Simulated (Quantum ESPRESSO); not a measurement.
**I: 7 runs along one coordinate**

System: I (1 atom in the cell).
Method: Kohn-Sham DFT of a periodic cell, PBE, SSSP 1.3 efficiency PBE, no spin polarisation (Quantum ESPRESSO 7.5).

The 7 runs differ only in the geometry, by an even scaling of the cell at fixed fractional positions. The structure derives from a Materials Project entry.

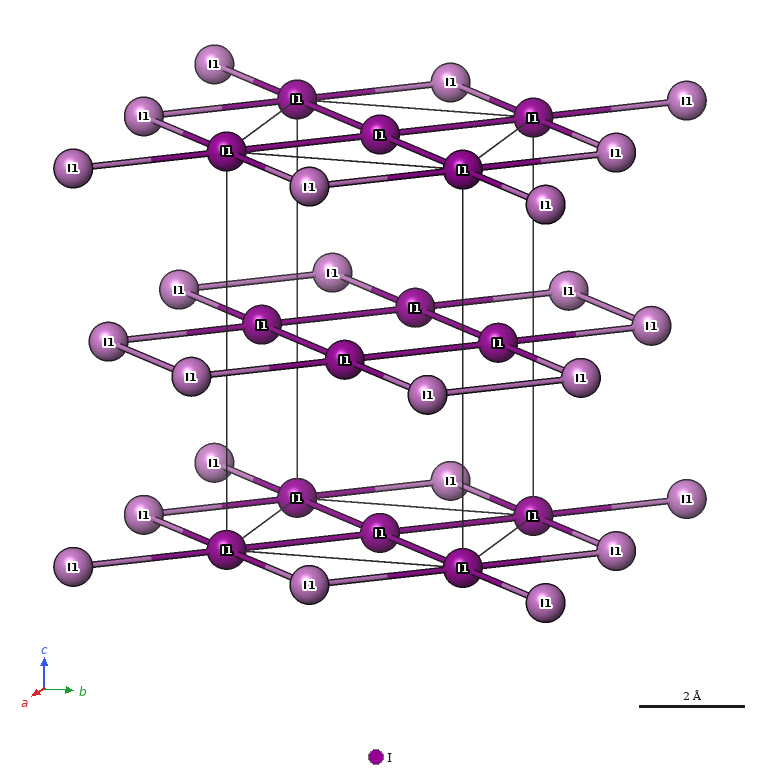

Figure 1. The structure of run 4 (ball-and-stick view of the cell 4 times as large as that of the calculation, set on its symmetry axes, seen slightly off an axis; neighbours outside the cell are drawn fainter; atoms are numbered from 1 in the order of the input).

### Input of run 4
```
&CONTROL
  calculation = 'scf'
  prefix = 'pwscf'
  outdir = './tmp'
  pseudo_dir = './pseudo'
  tprnfor = .true.
  tstress = .true.
  disk_io = 'low'
/
&SYSTEM
  ibrav = 0
  nat = 1
  ntyp = 1
  ecutwfc = 55
  ecutrho = 440
  nbnd = 9
  occupations = 'smearing'
  smearing = 'fd'
  degauss = 0.00367493
/
&ELECTRONS
  conv_thr = 2d-10
  electron_maxstep = 120
  mixing_beta = 0.5
/
ATOMIC_SPECIES
I    126.9045 I.pbe-n-kjpaw_psl.0.2.UPF
CELL_PARAMETERS angstrom
   0.0000000000    2.3656004428    3.9098401324
   2.1922454667    0.0000000000    3.9098401324
   2.1922454667    2.3656004428    0.0000000000
ATOMIC_POSITIONS crystal
I      0.0000000000    0.0000000000    0.0000000000
K_POINTS automatic
9 9 9 0 0 0
```

### File pp_density.in of run 4
```
&INPUTPP
  prefix = 'pwscf'
  outdir = './tmp'
  filplot = 'density.dat'
  plot_num = 0
/
&PLOT
  nfile = 1
  filepp(1) = 'density.dat'
  iflag = 3
  output_format = 6
  fileout = 'density.cube'
/
```

### File pp_potential.in of run 4
```
&INPUTPP
  prefix = 'pwscf'
  outdir = './tmp'
  filplot = 'potential.dat'
  plot_num = 11
/
&PLOT
  nfile = 1
  filepp(1) = 'potential.dat'
  iflag = 3
  output_format = 6
  fileout = 'potential.cube'
/
```

Command:
```bash
OMP_NUM_THREADS=1 pw.x -in pw.in > pw.out
OMP_NUM_THREADS=1 pp.x -in pp_density.in > pp_density.out
OMP_NUM_THREADS=1 pp.x -in pp_potential.in > pp_potential.out
```

Lattice vectors (Å) and fractional positions of run 4:
```
   0.000000    2.365600    3.909840
   2.192245    0.000000    3.909840
   2.192245    2.365600    0.000000
I   0.000000  0.000000  0.000000
```

Run 6 has the same physical settings and fractional positions; its lattice vectors (Å) are:
```
   0.000000    2.396730    3.961291
   2.221094    0.000000    3.961291
   2.221094    2.396730    0.000000
```

### Results, with one run withheld

```tsv
run	volume per atom (Å³)	free energy per atom, from the lowest run given (meV)	pressure (GPa)
1	38.120	19.14	2.20
2	38.931	9.68	1.50
3	39.742	3.59	0.87
4	40.553	0.48	0.32
5	41.364	0.00	−0.16
6	42.175	?	?
7	42.986	5.71	−0.97
```

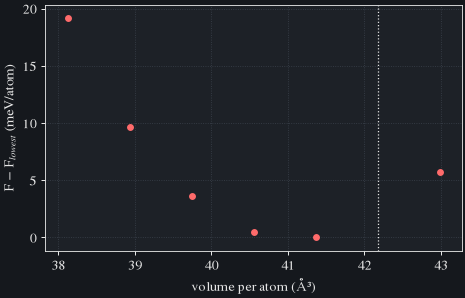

Figure 2. Free energy per atom of the runs given; the dotted line marks run 6.

What should run 6 give?

A cubic polynomial in V^(−2/3) (the Birch–Murnaghan form), fitted to the 6 runs given, misses them by under 0.01 meV per atom. With x = V^(−2/3) − 0.08517 Å⁻², it reads F = 1.3801 + 2452 x + 1.0162e+06 x² + 8.0009e+06 x³ (meV per atom). At run 6 it gives 1.83 meV per atom, and the run itself gives 1.83. The slope of the fit gives a pressure −dF/dV of −0.57 GPa there, and the run prints −0.59 GPa. The fit has its minimum at 41.115 Å³ per atom, where V d²F/dV² gives 24.1 GPa. Cell shape and fractional positions are held, so this is the stiffness under even scaling; the relaxed bulk modulus wasn't computed and can be far lower in a crystal of layers, chains or molecules like this one.

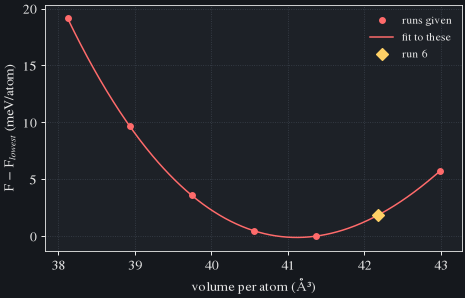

Figure 3. The fit and the withheld run.

### Some lines of the output (run 6)
```
[...]
     unit-cell volume          =     284.6096 (a.u.)^3
     number of k points=   125  Fermi-Dirac smearing, width (Ry)=  0.0037
     total energy              =    -378.90363003 Ry
     total energy              =    -378.90370099 Ry
     total energy              =    -378.90380112 Ry
     total energy              =    -378.90380287 Ry
     total energy              =    -378.90380300 Ry
     total energy              =    -378.90380301 Ry
     the Fermi energy is     3.3950 ev
!    total energy              =    -378.90380301 Ry
     The total energy is F=E-TS. E is the sum of the following terms:
     Computing stress (Cartesian axis) and pressure
          total   stress  (Ry/bohr**3)                   (kbar)     P=       -5.94
```

Notes: The cell holds an odd number of electrons but the run has no spin polarisation, so it comes out as a metal.
